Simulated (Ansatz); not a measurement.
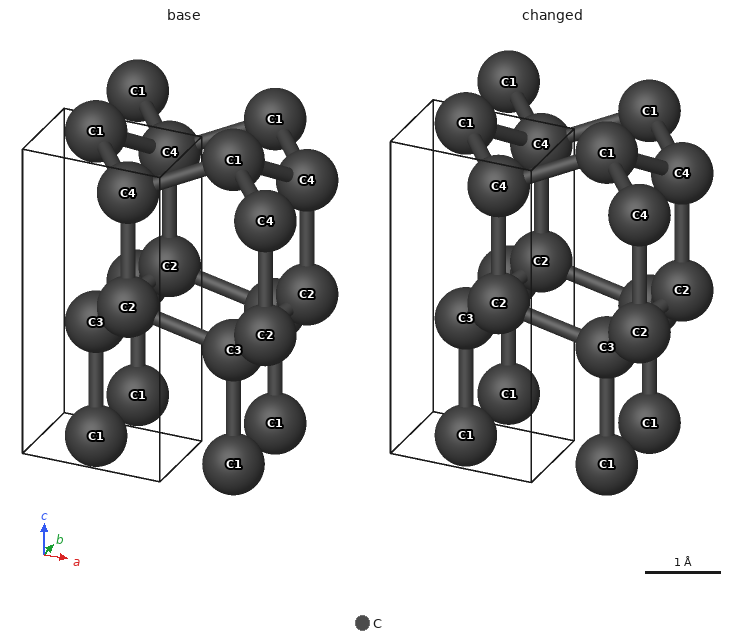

Left: crystalline C (built on the lonsdaleite (2H) type) at its r2SCAN-relaxed geometry. Right: the same structure after one change, at the same scale. The picture is a ball-and-stick view of the cell of the calculation, repeated 2 × 2 × 1 with one cell outlined, seen slightly off an axis.

The calculation used DFT, PBE, plane waves, PAW in Ansatz 0.2.0. Settings: plane-wave cutoff 420 eV; k-point mesh 12 × 12 × 6; occupations fermi dirac; smearing width 0.02 eV; no spin polarisation.

Q: What distinguishes the right structure from the left one?

A: All lengths are scaled by +2.5 % (volume +7.7 %). The atoms were relaxed with r2SCAN under that strain, and this is a single point on that geometry.

Q: What does the change do?

A: It costs 30.4 meV per atom. Pressure: 4.2 GPa before, −24.8 GPa after. The principal stresses (compression positive) are −25.4 GPa along c and −24.5 GPa across it. The forces stay under 0.01 eV/Å. Near-neighbour distances before and after: C–C 1.561 → 1.603 Å, C–C 1.537 → 1.574 Å. The space group stays P6_3/mmc (No. 194).
